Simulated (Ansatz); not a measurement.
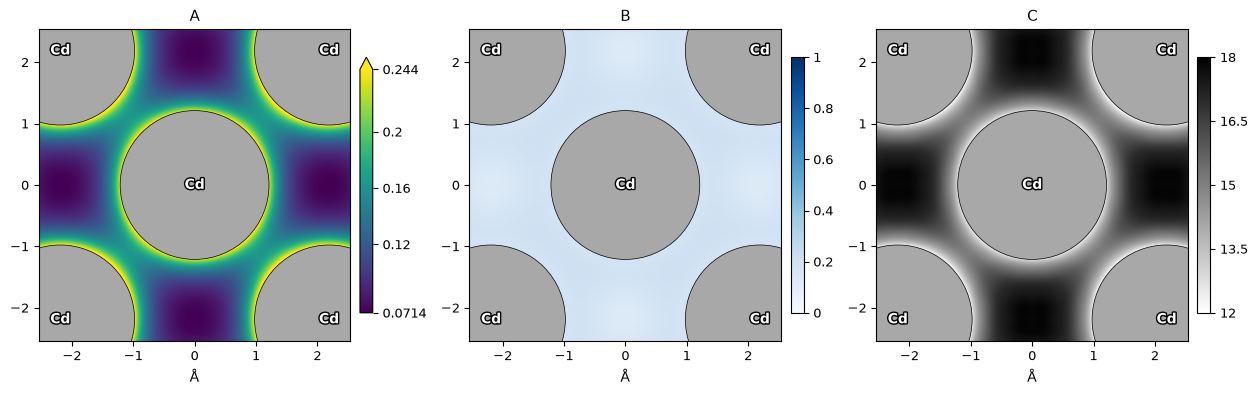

Cd: 3 fields on the (100) plane of the conventional cell, with unlabelled colour scales. Grey discs cover the atomic cores.

Space group Fm-3m; a structure from a database of computed crystals, not necessarily the ambient phase.

Level of theory: Ansatz, DFT PBEsol, scalar-relativistic, plane waves, PAW.

**The panels show electron localisation function, electrostatic potential energy of an electron and valence pseudo-density in some order. Assign them.**

Panel A: valence pseudo-density. Panel B: electron localisation function. Panel C: electrostatic potential energy of an electron (low next to the atoms, rising into the space between them). From the grid: Cd–Cd (3.10 Å): the density is about 0.16 e/Å³ at the midpoint; the ELF is about 0.20 at the midpoint; no shared electron pair shows on this line.
